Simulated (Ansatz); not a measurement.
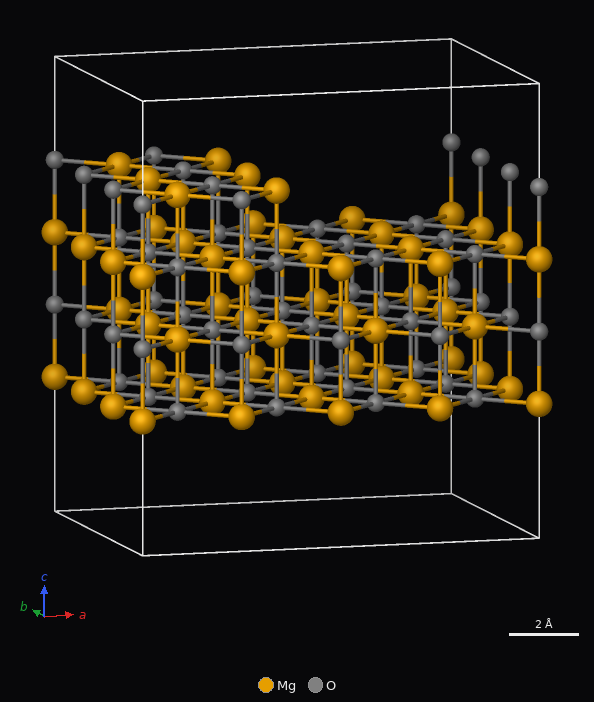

Fig. 1: The input geometry (ball-and-stick view of the 1 × 3 repeat of the cell, with the vacuum cut short, seen slightly off an axis).

Geometry relaxation, with input and output: MgO (part 1 of 3)

The run: geometry relaxation of MgO (slab, 28 atoms in the cell). Method and program: DFT PBE, scalar-relativistic, plane waves, PAW, no spin polarisation (Ansatz 0.2.0).

The structure derives from an entry of the Crystallography Open Database. The input holds or restrains some coordinates. It belongs to a series of runs on one base structure; here: stripe of 2 of 4 rows, two steps.

## The input
```yaml
crystal:
  lattice:
    - [12.0312932432, 0.0, 0.0]
    - [0.0, 3.0078233108, 0.0]
    - [0.0, 0.0, 18.380556779]
  atoms:
    - { symbol: Mg, position: [0.0, 0.0, 0.081607974] }
    - { symbol: Mg, position: [0.125, 0.5, 0.1973200433] }
    - { symbol: O, position: [0.0, 0.0, 0.1973200433] }
    - { symbol: O, position: [0.125, 0.5, 0.081607974] }
    - { symbol: Mg, position: [0.25, 1.0, 0.081607974] }
    - { symbol: Mg, position: [0.375, 0.5, 0.1973200433] }
    - { symbol: O, position: [0.25, 1.0, 0.1973200433] }
    - { symbol: O, position: [0.375, 0.5, 0.081607974] }
    - { symbol: Mg, position: [0.5, 1.0, 0.081607974] }
    - { symbol: Mg, position: [0.625, 0.5, 0.1973200433] }
    - { symbol: O, position: [0.5, 1.0, 0.1973200433] }
    - { symbol: O, position: [0.625, 0.5, 0.081607974] }
    - { symbol: Mg, position: [0.75, 1.0, 0.081607974] }
    - { symbol: Mg, position: [0.875, 0.5, 0.1973200433] }
    - { symbol: O, position: [0.75, 1.0, 0.1973200433] }
    - { symbol: O, position: [0.875, 0.5, 0.081607974] }
    - { symbol: Mg, position: [0.0, 0.0, 0.3130321126] }
    - { symbol: O, position: [0.125, 0.5, 0.3130321126] }
    - { symbol: Mg, position: [0.25, 1.0, 0.3130321126] }
    - { symbol: O, position: [0.375, 0.5, 0.3130321126] }
    - { symbol: Mg, position: [0.5, 1.0, 0.3130321126] }
    - { symbol: O, position: [0.625, 0.5, 0.3130321126] }
    - { symbol: Mg, position: [0.75, 1.0, 0.3130321126] }
    - { symbol: O, position: [0.875, 0.5, 0.3130321126] }
    - { symbol: Mg, position: [0.125, 0.5, 0.4287441819] }
    - { symbol: O, position: [0.0, 0.0, 0.4287441819] }
    - { symbol: Mg, position: [0.375, 0.5, 0.4287441819] }
    - { symbol: O, position: [0.25, 1.0, 0.4287441819] }
basis:
  ecutwfc: 420
kpoints:
  mp_grid: { grid: [2, 8, 1] }
hamiltonian:
  xc: pbe
scf:
  occupations: { method: gaussian, width: 0.05 }
output:
  forces: true
  eigenvalues: true
  populations: true
  write_density: true
  write_potential: true
  elf: true
  volumetric_format: npy
relax:
  adjacent_minimum: "off"
  f_tol: 0.02
  max_steps: 45
  constraints: [{ sites: [0, 3, 4, 7, 8, 11, 12, 15] }]
efield:
  axis: 3
  dipole_correction: true
  ramp_width: 0.04
```

Run on 4 threads of Intel Xeon (Sapphire Rapids), 64 GiB of memory available, shared host.

Launch command:
```bash
ansatz run input.yaml --threads 4 --pin off --max-ram 12288MiB --backend cpu --events-out ev --progress --plain --runs-dir out
```

## Output
```
Engine: ansatz 0.2.0, x86_64-unknown-linux-gnu
Pseudopotentials: kind: paw
Pseudopotential: Mg, paw, valence charge 10, recommended cutoff 420 eV (normal), Mg.paw.azcp
Pseudopotential: O, paw, valence charge 6, recommended cutoff 420 eV (normal), O.paw.azcp
Functional definition: PBE
  parameter kappa = 0.804
  parameter beta = 0.06672455060314922
  exchange = pbe_x(kappa = kappa, mu = beta*pi^2/3)
  correlation = pbe_c(beta = beta)
Crystal: 28 atoms, lattice volume = 665.156 Å³
Basis set: ecut = 420 eV, 12931 PW (Γ), exchange–correlation on 162×48×250 points (8 copies of the dense FFT grid, shifted against one another)
Bands: 140, of which v1, the nominal top of the filled ones, is band 112 counted from 1 (111 counted from 0)
Symmetry: 2 space group operations
Space group: Pm (ITA 6), of the structure as read, at distance tolerance 8.7e-5 Å
k-points: 10 of 16
Non-local potential: Mg, projectors of the file, l = 0: 3, l = 1: 2, l = 2: 1
Non-local potential: O, projectors of the file, l = 0: 2, l = 1: 2, l = 2: 1
PAW form: soft (Blöchl's): semilocal exchange-correlation on the pseudo side does not see the compensation charge
PAW one-centre angular grid: Mg, 110 points (default); XC on 64 Gauss nodes
PAW one-centre angular grid: O, 110 points (default); XC on 64 Gauss nodes
Initial density: superposition of atomic densities (neutral atoms: chi_scale 0, normalization atom), corrected by the library's trained network
Initial wavefunctions: pseudopotential atomic-orbital guess
Functional: x = pbe(κ = 0.804, μ = 0.2195149727645171), c = pbe(β = 0.06672455060314922)
SCF iter   1: F=—  HF=-34909.440781 eV  |F-HF|=—  |Δ(HF+E_count)|=         —  Δρ=1.25e-2  dr2=4.13e0  ethr=1.77e-3  p=-0.396 e·Å  D=-1.08e-1 V/Å  ΔV_dip=1.98 eV  dr2_dipole=8.46e-2  V_vac-E_F(+/−)=5.11/3.13 eV  ⟨swp⟩=7.7  Hψ=6002  notcnv=0  defer=136
efield: sawtooth ramp at fractional position 0.7352 (placed from the atoms, in the widest stretch of the axis that holds none; the zero of the levels goes with the place), width 0.0400; the density the first Hamiltonian is built on has a dipole p = -0.396 e·Å; the dipole correction subtracts the counter field D = -1.08e-1 V/Å, which shifts the + side's vacuum level by +1.98 eV against the − side's; the planar-averaged density in the ramp window peaks in size at 5.7e-5 e/Å³
preconditioner: auto → LDOS  [metal: Δε(μ)=0.052 eV  Ē_g=12.880 eV  σ=0.050 eV  W_gap=0.48  n_scr=118 (ndim 8)  ℏωp=15.2 eV  f_vac=0.530  D(μ)=4.62/eV (n_scr^D=22)  β→1.0]
SCF iter   2: F=—  HF=-34909.122591 eV  |F-HF|=—  |Δ(HF+E_count)|=   3.18e-1  Δρ=4.69e-3  dr2=1.98e-1  ethr=1.77e-3  p=-0.187 e·Å  D=-5.08e-2 V/Å  ΔV_dip=0.93 eV  dr2_dipole=4.99e-3  V_vac-E_F(+/−)=4.84/3.91 eV  ⟨swp⟩=2.5  Hψ=1688  notcnv=0  defer=208
SCF iter   3: F=—  HF=-34909.173954 eV  |F-HF|=—  |Δ(HF+E_count)|=   5.14e-2  Δρ=4.49e-3  dr2=2.94e-1  ethr=8.84e-5  p=-0.203 e·Å  D=-5.51e-2 V/Å  ΔV_dip=1.01 eV  dr2_dipole=1.11e-5  V_vac-E_F(+/−)=4.87/3.85 eV  ⟨swp⟩=2.6  Hψ=2082  notcnv=0  defer=207
SCF iter   4: F=—  HF=-34909.170072 eV  |F-HF|=—  |Δ(HF+E_count)|=   3.88e-3  Δρ=3.31e-3  dr2=8.99e-2  ethr=8.84e-5  p=-0.206 e·Å  D=-5.61e-2 V/Å  ΔV_dip=1.03 eV  dr2_dipole=9.55e-4  V_vac-E_F(+/−)=4.83/3.80 eV  ⟨swp⟩=2.0  Hψ=1966  notcnv=0  defer=207
SCF iter   5: F=—  HF=-34909.159702 eV  |F-HF|=—  |Δ(HF+E_count)|=   1.04e-2  Δρ=1.62e-3  dr2=3.01e-2  ethr=4.02e-5  p=-0.193 e·Å  D=-5.24e-2 V/Å  ΔV_dip=0.96 eV  dr2_dipole=2.25e-3  V_vac-E_F(+/−)=4.82/3.85 eV  ⟨swp⟩=2.0  Hψ=1892  notcnv=0  defer=207
SCF iter   6: F=—  HF=-34909.158526 eV  |F-HF|=—  |Δ(HF+E_count)|=   1.18e-3  Δρ=1.44e-3  dr2=2.49e-2  ethr=1.34e-5  p=-0.210 e·Å  D=-5.71e-2 V/Å  ΔV_dip=1.05 eV  dr2_dipole=1.69e-8  V_vac-E_F(+/−)=4.84/3.79 eV  ⟨swp⟩=2.0  Hψ=1870  notcnv=0  defer=207
SCF iter   7: F=—  HF=-34909.158105 eV  |F-HF|=—  |Δ(HF+E_count)|=   4.21e-4  Δρ=7.01e-4  dr2=6.19e-3  ethr=1.11e-5  p=-0.210 e·Å  D=-5.71e-2 V/Å  ΔV_dip=1.05 eV  dr2_dipole=3.17e-6  V_vac-E_F(+/−)=4.84/3.79 eV  ⟨swp⟩=2.0  Hψ=1686  notcnv=0  defer=207
SCF iter   8: F=—  HF=-34909.157946 eV  |F-HF|=—  |Δ(HF+E_count)|=   1.59e-4  Δρ=3.71e-4  dr2=1.27e-3  ethr=2.76e-6  p=-0.208 e·Å  D=-5.65e-2 V/Å  ΔV_dip=1.04 eV  dr2_dipole=3.74e-5  V_vac-E_F(+/−)=4.83/3.79 eV  ⟨swp⟩=2.0  Hψ=1701  notcnv=0  defer=207
SCF iter   9: F=—  HF=-34909.158038 eV  |F-HF|=—  |Δ(HF+E_count)|=   9.17e-5  Δρ=1.92e-4  dr2=3.23e-4  ethr=5.66e-7  p=-0.208 e·Å  D=-5.67e-2 V/Å  ΔV_dip=1.04 eV  dr2_dipole=1.06e-5  V_vac-E_F(+/−)=4.83/3.79 eV  ⟨swp⟩=2.0  Hψ=1620  notcnv=0  defer=207
SCF iter  10: F=—  HF=-34909.158146 eV  |F-HF|=—  |Δ(HF+E_count)|=   1.08e-4  Δρ=8.57e-5  dr2=5.24e-5  ethr=1.44e-7  p=-0.209 e·Å  D=-5.69e-2 V/Å  ΔV_dip=1.05 eV  dr2_dipole=9.74e-8  V_vac-E_F(+/−)=4.84/3.79 eV  ⟨swp⟩=2.0  Hψ=1653  notcnv=0  defer=207
SCF iter  11: F=—  HF=-34909.158159 eV  |F-HF|=—  |Δ(HF+E_count)|=   1.29e-5  Δρ=4.27e-5  dr2=1.40e-5  ethr=2.34e-8  p=-0.209 e·Å  D=-5.69e-2 V/Å  ΔV_dip=1.05 eV  dr2_dipole=2.29e-9  V_vac-E_F(+/−)=4.84/3.79 eV  ⟨swp⟩=2.0  Hψ=1696  notcnv=0  defer=207
SCF iter  12: F=-34909.158178 eV  HF=-34909.158174 eV  |F-HF|=4.05e-6  |Δ(HF+E_count)|=   1.49e-5  Δρ=2.36e-5  dr2=5.03e-6  ethr=4.46e-9  p=-0.209 e·Å  D=-5.69e-2 V/Å  ΔV_dip=1.05 eV  dr2_dipole=4.47e-8  V_vac-E_F(+/−)=4.84/3.79 eV  ⟨swp⟩=30.9  Hψ=16054  notcnv=0
SCF 1 converged in 12 iterations: F = -34909.158178 eV  dr2 = 5.03e-6
  greatest PAW one-centre occupation: 1.000 electrons in one spin orbital (limit 2), on the Mg atom at site 13 (counted from 0), in its partial waves of l = 0
relax step   1: F+E_penalty+E_count = -34909.15817800 eV  Δ(F+E_penalty+E_count) = +0.000e0 eV  max|allowed force component| = 1.913e0 eV/Å  Δτ_max = 0.0000 Å  (12 SCF iters, dr2 threshold 1.00e-5 eV, accepted)
Initial density: handed on by an earlier stage of this run
Initial wavefunctions: those handed on with the density
iter 1 solved again at ethr=1.72e-3 eV; its pass at ethr=3.10e-3 eV (dr2=3.85e0 eV) is discarded
SCF iter   1: F=—  HF=-34910.100329 eV  |F-HF|=—  |Δ(HF+E_count)|=         —  Δρ=1.55e-2  dr2=3.55e0  ethr=1.72e-3  p=-0.209 e·Å  D=-5.69e-2 V/Å  ΔV_dip=1.05 eV  dr2_dipole=1.10e-3  V_vac-E_F(+/−)=4.93/3.89 eV  ⟨swp⟩=1.0  Hψ=4631  notcnv=0  defer=167
efield: sawtooth ramp at fractional position 0.7352 (handed on by an earlier solve), width 0.0400; the density the first Hamiltonian is built on has a dipole p = -0.209 e·Å; the dipole correction subtracts the counter field D = -5.69e-2 V/Å, which shifts the + side's vacuum level by +1.05 eV against the − side's; the planar-averaged density in the ramp window peaks in size at 7.9e-6 e/Å³
preconditioner: auto → Resta (q_TF=auto, 2.276 Å⁻¹)  ε∞=2.4  [insulator: Δε(μ)=0.231 eV  Ē_g=12.804 eV  σ=0.050 eV  W_gap=1.00  n_scr=118 (ndim 8)  ℏωp=15.2 eV  f_vac=0.531  D(μ)=0.02/eV (n_scr^D=0)  ε∞_Penn≈2.4  vacuum switching on, ρ_ref=1.2e-2 e/Å³]
SCF iter   2: F=—  HF=-34913.525016 eV  |F-HF|=—  |Δ(HF+E_count)|=    3.42e0  Δρ=4.95e-2  dr2=4.57e1  ethr=1.59e-3  p=-0.181 e·Å  D=-4.92e-2 V/Å  ΔV_dip=0.91 eV  dr2_dipole=2.52e-7  V_vac-E_F(+/−)=2.68/1.78 eV  ⟨swp⟩=3.8  Hψ=1751  notcnv=0  defer=169  recentre
preconditioner: auto → LDOS  [insulator: Δε(μ)=0.071 eV  Ē_g=12.767 eV  σ=0.050 eV  W_gap=0.67  n_scr=118 (ndim 8)  ℏωp=15.2 eV  f_vac=0.533  D(μ)=4.57/eV (n_scr^D=22)  ε∞_Penn≈2.4  β→1.0]
SCF iter   3: F=—  HF=-34909.895288 eV  |F-HF|=—  |Δ(HF+E_count)|=    3.63e0  Δρ=4.51e-3  dr2=3.46e-1  ethr=1.59e-3  p=-0.200 e·Å  D=-5.44e-2 V/Å  ΔV_dip=1.00 eV  dr2_dipole=5.53e-4  V_vac-E_F(+/−)=4.72/3.72 eV  ⟨swp⟩=2.8  Hψ=2147  notcnv=0  defer=194
SCF iter   4: F=—  HF=-34909.858682 eV  |F-HF|=—  |Δ(HF+E_count)|=   3.66e-2  Δρ=1.21e-3  dr2=1.00e-2  ethr=1.55e-4  p=-0.188 e·Å  D=-5.11e-2 V/Å  ΔV_dip=0.94 eV  dr2_dipole=1.61e-5  V_vac-E_F(+/−)=4.69/3.75 eV  ⟨swp⟩=2.2  Hψ=1742  notcnv=0  defer=204
SCF iter   5: F=—  HF=-34909.858409 eV  |F-HF|=—  |Δ(HF+E_count)|=   2.73e-4  Δρ=1.35e-3  dr2=2.61e-2  ethr=4.47e-6  p=-0.186 e·Å  D=-5.06e-2 V/Å  ΔV_dip=0.93 eV  dr2_dipole=1.53e-5  V_vac-E_F(+/−)=4.70/3.77 eV  ⟨swp⟩=2.0  Hψ=2088  notcnv=0  defer=205
SCF iter   6: F=—  HF=-34909.858597 eV  |F-HF|=—  |Δ(HF+E_count)|=   1.88e-4  Δρ=1.73e-3  dr2=3.21e-2  ethr=4.47e-6  p=-0.180 e·Å  D=-4.90e-2 V/Å  ΔV_dip=0.90 eV  dr2_dipole=1.19e-4  V_vac-E_F(+/−)=4.67/3.77 eV  ⟨swp⟩=2.0  Hψ=1667  notcnv=0  defer=205
SCF iter   7: F=—  HF=-34909.857892 eV  |F-HF|=—  |Δ(HF+E_count)|=   7.06e-4  Δρ=5.50e-4  dr2=2.81e-3  ethr=4.47e-6  p=-0.182 e·Å  D=-4.94e-2 V/Å  ΔV_dip=0.91 eV  dr2_dipole=4.15e-5  V_vac-E_F(+/−)=4.68/3.78 eV  ⟨swp⟩=1.0  Hψ=1193  notcnv=0  defer=205
SCF iter   8: F=—  HF=-34909.857899 eV  |F-HF|=—  |Δ(HF+E_count)|=   7.80e-6  Δρ=2.26e-4  dr2=3.51e-4  ethr=1.25e-6  p=-0.184 e·Å  D=-5.00e-2 V/Å  ΔV_dip=0.92 eV  dr2_dipole=7.95e-6  V_vac-E_F(+/−)=4.69/3.77 eV  ⟨swp⟩=1.5  Hψ=1205  notcnv=0  defer=205
SCF iter   9: F=—  HF=-34909.857937 eV  |F-HF|=—  |Δ(HF+E_count)|=   3.74e-5  Δρ=1.15e-4  dr2=9.91e-5  ethr=4.46e-8  p=-0.184 e·Å  D=-5.00e-2 V/Å  ΔV_dip=0.92 eV  dr2_dipole=5.06e-6  V_vac-E_F(+/−)=4.69/3.77 eV  ⟨swp⟩=25.0  Hψ=14775  notcnv=0
SCF iter  10: F=-34909.857944 eV  HF=-34909.857949 eV  |F-HF|=5.62e-6  |Δ(HF+E_count)|=   1.23e-5  Δρ=5.74e-5  dr2=2.51e-5  ethr=4.42e-8  p=-0.185 e·Å  D=-5.03e-2 V/Å  ΔV_dip=0.92 eV  dr2_dipole=5.02e-7  V_vac-E_F(+/−)=4.69/3.77 eV  ⟨swp⟩=17.9  Hψ=13991  notcnv=0
SCF 2 converged in 10 iterations: F = -34909.857944 eV  dr2 = 2.51e-5
relax step   2: F+E_penalty+E_count = -34909.85794357 eV  Δ(F+E_penalty+E_count) = -6.998e-1 eV  max|allowed force component| = 1.673e0 eV/Å  Δτ_max = 0.1654 Å  (10 SCF iters, dr2 threshold 1.00e-4 eV, accepted)
[... from here on the SCF iterations and repeated set-up lines of each step are left out, up to the last step ...]
SCF 3 converged in 10 iterations: F = -34910.554158 eV  dr2 = 3.64e-5
relax step   3: F+E_penalty+E_count = -34910.55415802 eV  Δ(F+E_penalty+E_count) = -6.962e-1 eV  max|allowed force component| = 6.266e-1 eV/Å  Δτ_max = 0.1905 Å  (10 SCF iters, dr2 threshold 1.00e-4 eV, accepted)
SCF 4 converged in 10 iterations: F = -34910.670363 eV  dr2 = 2.08e-5
relax step   4: F+E_penalty+E_count = -34910.67036339 eV  Δ(F+E_penalty+E_count) = -1.162e-1 eV  max|allowed force component| = 3.403e-1 eV/Å  Δτ_max = 0.0820 Å  (10 SCF iters, dr2 threshold 5.51e-5 eV, accepted)
SCF 5 converged in 7 iterations: F = -34910.703995 eV  dr2 = 4.90e-6
relax step   5: F+E_penalty+E_count = -34910.70399505 eV  Δ(F+E_penalty+E_count) = -3.363e-2 eV  max|allowed force component| = 1.062e-1 eV/Å  Δτ_max = 0.0652 Å  (7 SCF iters, dr2 threshold 1.62e-5 eV, accepted)
SCF 6 converged in 9 iterations: F = -34910.698980 eV  dr2 = 1.88e-7
relax step   6: F+E_penalty+E_count = -34910.69898016 eV  Δ(F+E_penalty+E_count) = +5.015e-3 eV  max|allowed force component| = 1.729e-1 eV/Å  Δτ_max = 0.1391 Å  (9 SCF iters, dr2 threshold 1.10e-6 eV, rejected (line search))
SCF 7 converged in 11 iterations: F = -34910.712104 eV  dr2 = 5.29e-8
relax step   7: F+E_penalty+E_count = -34910.71210376 eV  Δ(F+E_penalty+E_count) = -8.109e-3 eV  max|allowed force component| = 3.256e-2 eV/Å  Δτ_max = 0.0588 Å  (11 SCF iters, accepted)
SCF 8 converged in 10 iterations: F = -34910.712443 eV  dr2 = 1.01e-8
relax step   8: F+E_penalty+E_count = -34910.71244305 eV  Δ(F+E_penalty+E_count) = -3.393e-4 eV  max|allowed force component| = 3.006e-2 eV/Å  Δτ_max = 0.0147 Å  (10 SCF iters, accepted)
SCF 9 converged in 10 iterations: F = -34910.712456 eV  dr2 = 1.07e-9
relax step   9: F+E_penalty+E_count = -34910.71245628 eV  Δ(F+E_penalty+E_count) = -1.323e-5 eV  max|allowed force component| = 2.155e-2 eV/Å  Δτ_max = 0.0077 Å  (10 SCF iters, accepted)
SCF iter   1: F=—  HF=-34910.712768 eV  |F-HF|=—  |Δ(HF+E_count)|=         —  Δρ=2.24e-4  dr2=6.54e-4  ethr=1.49e-6  p=-0.158 e·Å  D=-4.30e-2 V/Å  ΔV_dip=0.79 eV  dr2_dipole=2.64e-5  V_vac-E_F(+/−)=3.91/3.12 eV  ⟨swp⟩=2.1  Hψ=2297  notcnv=0  defer=183
efield: sawtooth ramp at fractional position 0.7352 (handed on by an earlier solve), width 0.0400; the density the first Hamiltonian is built on has a dipole p = -0.158 e·Å; the dipole correction subtracts the counter field D = -4.30e-2 V/Å, which shifts the + side's vacuum level by +0.79 eV against the − side's; the planar-averaged density in the ramp window peaks in size at 8.7e-6 e/Å³
preconditioner: auto → LDOS  [insulator: Δε(μ)=0.127 eV  Ē_g=12.756 eV  σ=0.050 eV  W_gap=0.93  n_scr=118 (ndim 8)  ℏωp=15.2 eV  f_vac=0.537  D(μ)=0.80/eV (n_scr^D=2)  ε∞_Penn≈2.4  β→1.0]
SCF iter   2: F=—  HF=-34910.712567 eV  |F-HF|=—  |Δ(HF+E_count)|=   2.01e-4  Δρ=1.63e-4  dr2=2.96e-4  ethr=2.92e-7  p=-0.164 e·Å  D=-4.45e-2 V/Å  ΔV_dip=0.82 eV  dr2_dipole=2.30e-7  V_vac-E_F(+/−)=3.92/3.10 eV  ⟨swp⟩=2.4  Hψ=2651  notcnv=0  defer=204
SCF iter   3: F=—  HF=-34910.712494 eV  |F-HF|=—  |Δ(HF+E_count)|=   7.34e-5  Δρ=7.17e-5  dr2=3.91e-5  ethr=1.32e-7  p=-0.163 e·Å  D=-4.43e-2 V/Å  ΔV_dip=0.81 eV  dr2_dipole=9.44e-9  V_vac-E_F(+/−)=3.92/3.10 eV  ⟨swp⟩=2.0  Hψ=1740  notcnv=0  defer=204
SCF iter   4: F=—  HF=-34910.712579 eV  |F-HF|=—  |Δ(HF+E_count)|=   8.50e-5  Δρ=3.50e-5  dr2=8.43e-6  ethr=1.74e-8  p=-0.163 e·Å  D=-4.43e-2 V/Å  ΔV_dip=0.81 eV  dr2_dipole=1.44e-8  V_vac-E_F(+/−)=3.92/3.10 eV  ⟨swp⟩=2.2  Hψ=2293  notcnv=0  defer=204
SCF iter   5: F=—  HF=-34910.712579 eV  |F-HF|=—  |Δ(HF+E_count)|=   7.79e-8  Δρ=1.19e-5  dr2=1.25e-6  ethr=3.77e-9  p=-0.163 e·Å  D=-4.43e-2 V/Å  ΔV_dip=0.81 eV  dr2_dipole=4.37e-8  V_vac-E_F(+/−)=3.92/3.10 eV  ⟨swp⟩=2.8  Hψ=1725  notcnv=0  defer=204
SCF iter   6: F=—  HF=-34910.712579 eV  |F-HF|=—  |Δ(HF+E_count)|=   6.83e-7  Δρ=5.99e-6  dr2=3.19e-7  ethr=5.58e-10  p=-0.163 e·Å  D=-4.43e-2 V/Å  ΔV_dip=0.82 eV  dr2_dipole=1.64e-9  V_vac-E_F(+/−)=3.92/3.10 eV  ⟨swp⟩=3.0  Hψ=1833  notcnv=0  defer=204
SCF iter   7: F=-34910.712580 eV  HF=-34910.712580 eV  |F-HF|=1.42e-8  |Δ(HF+E_count)|=   1.83e-7  Δρ=3.22e-6  dr2=7.88e-8  ethr=4.46e-11  p=-0.163 e·Å  D=-4.44e-2 V/Å  ΔV_dip=0.82 eV  dr2_dipole=3.02e-10  V_vac-E_F(+/−)=3.92/3.10 eV  ⟨swp⟩=18.1  Hψ=11275  notcnv=0
SCF 10 converged in 7 iterations: F = -34910.712580 eV  dr2 = 7.88e-8
relax step  10: F+E_penalty+E_count = -34910.71257960 eV  Δ(F+E_penalty+E_count) = -1.233e-4 eV  max|allowed force component| = 1.225e-2 eV/Å  Δτ_max = 0.0081 Å  (7 SCF iters, accepted)
```

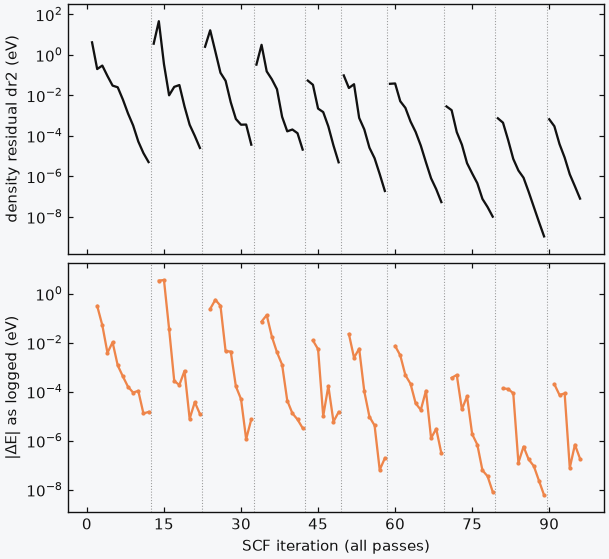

Fig. 2: Convergence of the self-consistent field: density residual dr2 and size of the energy change against the SCF iteration. The dotted lines part the SCF passes of the relaxation: geometry steps, rejected trials and re-solves on a re-selected basis. The 10 passes take 7 to 12 iterations each, 96 in all.

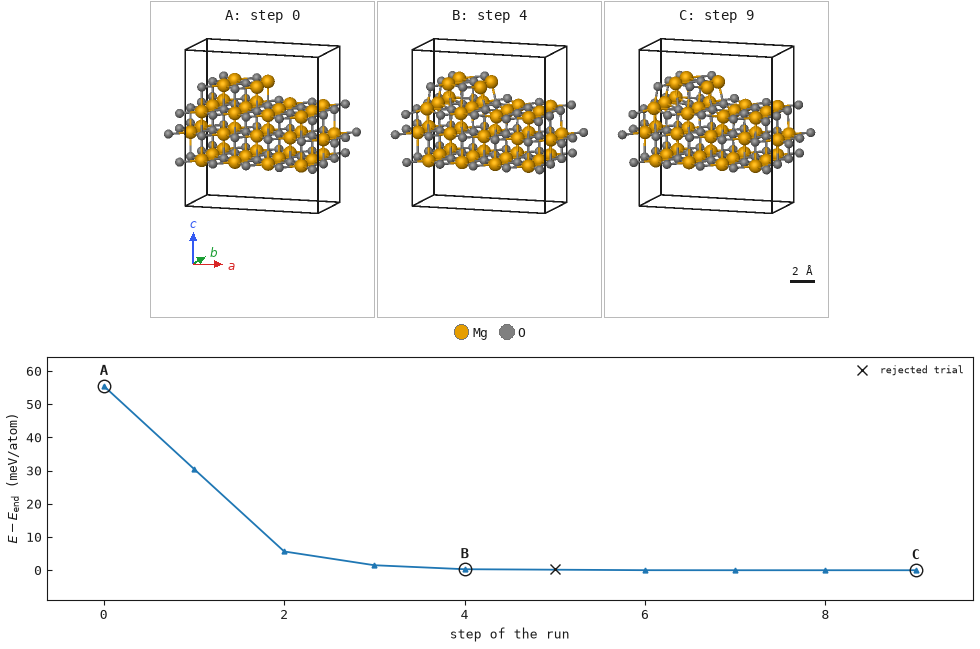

Fig. 3: Frames of the restrained relaxation (ball-and-stick view of the 1 × 2 repeat of the cell, with the vacuum cut short (origin shifted), with bonded neighbours outside it, seen slightly off an axis) above the curves, on which the letters mark them (the first geometry is step 0 here and step 1 in the log).
